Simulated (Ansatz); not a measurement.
## Cu: an electron-density study

Space group P6_3/mmc. This isn't the usual form at ambient conditions. The cell comes from a database of computed structures, not from a measurement.

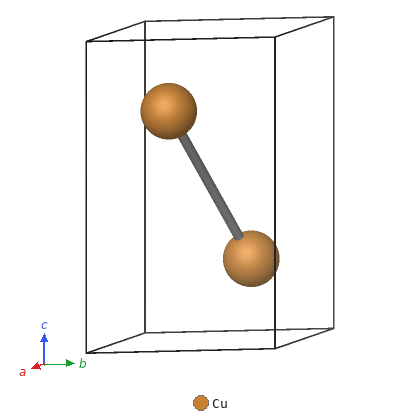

The conventional cell.

```
Cu
1.0
     2.53410    0.00000    0.00000
    -1.26705    2.19459    0.00000
     0.00000    0.00000    4.11257
Cu
2
Cartesian
  0.0000 1.4631 1.0281
  1.2671 0.7315 3.0844
```

These are results of DFT PBEsol, scalar-relativistic, plane waves, PAW (Ansatz), not measurements.

Core electrons are frozen (PAW), so the maps are meaningful between the atoms, not at the nuclei.

Part 1: Bonding charge

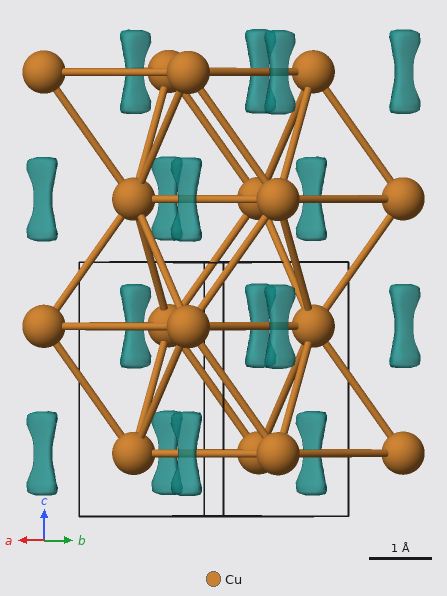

Deformation density (self-consistent density less superposed neutral spherical atoms): teal surfaces at +0.05, none at −0.05 e/Å³, in the conventional cell, repeated, seen at an oblique angle (the regions close to the nuclei are left out). Cores are masked to 0.9 Å (Cu).

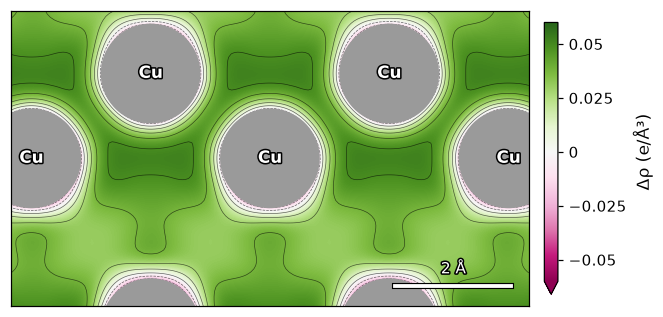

Second picture: a map on the (110) plane of the conventional cell, with grey discs over the atomic cores.

**Read the map: where is density gained and where lost?**

Cu–Cu (2.52 Å): Δρ is +0.04 e/Å³ at the midpoint.
- Over the whole cell, outside the masked cores, the largest gain, 0.05 e/Å³, lies 1.4 Å from a copper nucleus, and the largest loss lies at the edge of the masked core of Cu.
- In all about 0.27 e an atom is rearranged against the free atoms.

Part 2: States by energy

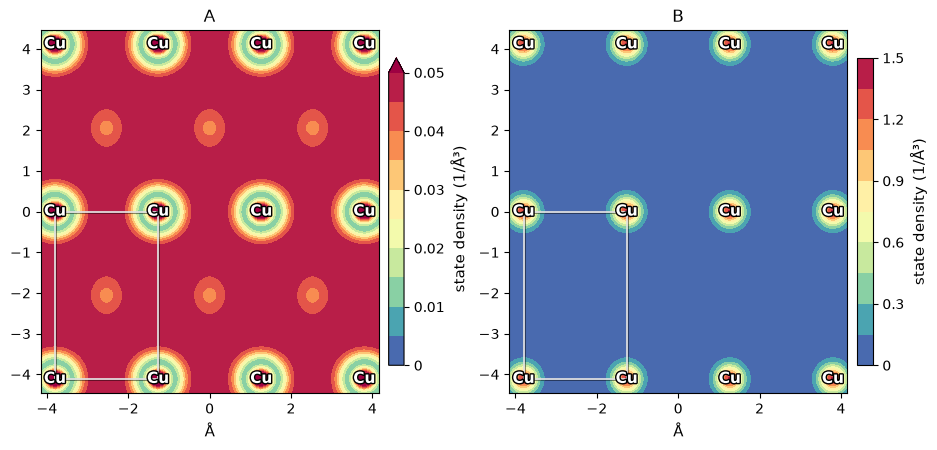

Cu: densities of the states in two energy windows, on the (010) plane of the conventional cell.

**The windows, about the Fermi level, are −9.8 to −6.5 eV and −6.5 to −3.3 eV. Which panel shows which?**

Panel A: −9.8 to −6.5 eV, the lower third of the occupied valence band, mainly Cu 4s (90 %).
Panel B: −6.5 to −3.3 eV, the middle third of the occupied valence band, mainly Cu 3d (90 %) and Cu 4s (10 %).
The characters are Löwdin shares on a minimal set of atomic orbitals.

Part 3: Moving an atom

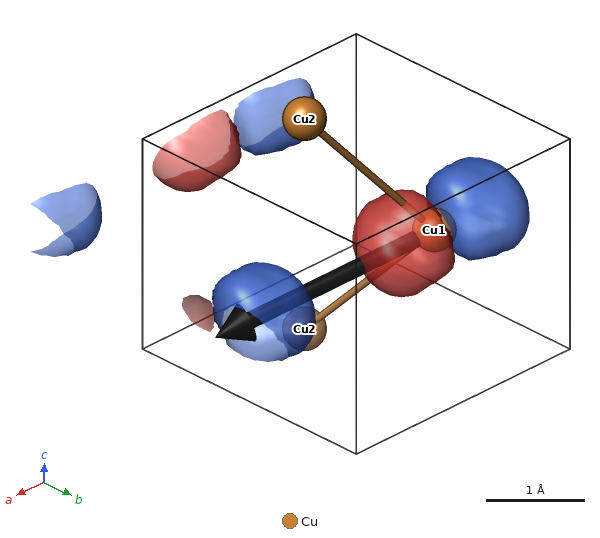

Cu1 was moved by 0.15 Å along [1 0 0] in the axes of the cell drawn (arrow, not to scale). Change of the density less the rigid motion of the neutral atom's own density: blue surfaces at +0.03 and red ones at −0.03 e/Å³, in the cell of the calculation (origin moved) seen along [111].

**How do the electrons respond beyond following the atom?**

About 0.08 e is rearranged in the cell. Outside the cores the largest gain lies at the edge of the masked core of Cu, and the largest loss lies there too, on other sides.

**How much does the computed force on the atom change?**

The force on it changes by 0.21 eV/Å along the move, against it: a stiffness of about 1.4 eV/Å² for this sublattice shift.

Part 4: Change of volume

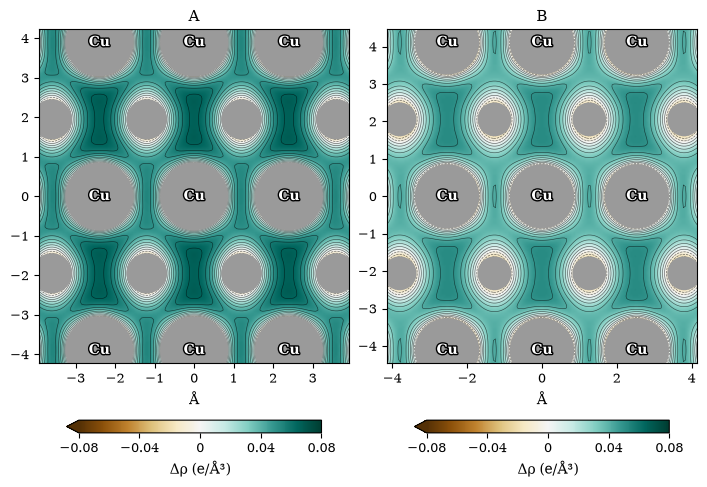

Cu: deformation density on the (010) plane of the conventional cell at two volumes, with the same fractional coordinates and one colour scale. Grey discs cover the cores.

**Which panel is the larger cell, by how much, and what changes?**

B is the larger cell: A has 85 % of the volume of B.
- From B to A, Cu–Cu goes from 2.52 to 2.39 Å, and Δρ at its midpoint from +0.04 to +0.05 e/Å³.
- The pressure is −2 GPa in B and 37 GPa in A.
- The rearranged charge is 0.27 e an atom in B and 0.29 e in A.

Part 5: Putting it together

The two pressures give a mean stiffness −ΔP/Δln V of about 238 GPa over this range, with the atoms held at their fractional positions.

Run times: 4.4 s (base cell), 0.96 s (state densities), 11 s (moved atom) and 5.2 s (scaled cell), on 2 threads of AMD EPYC 9R45 96-Core Processor (Zen 5) (shared host).
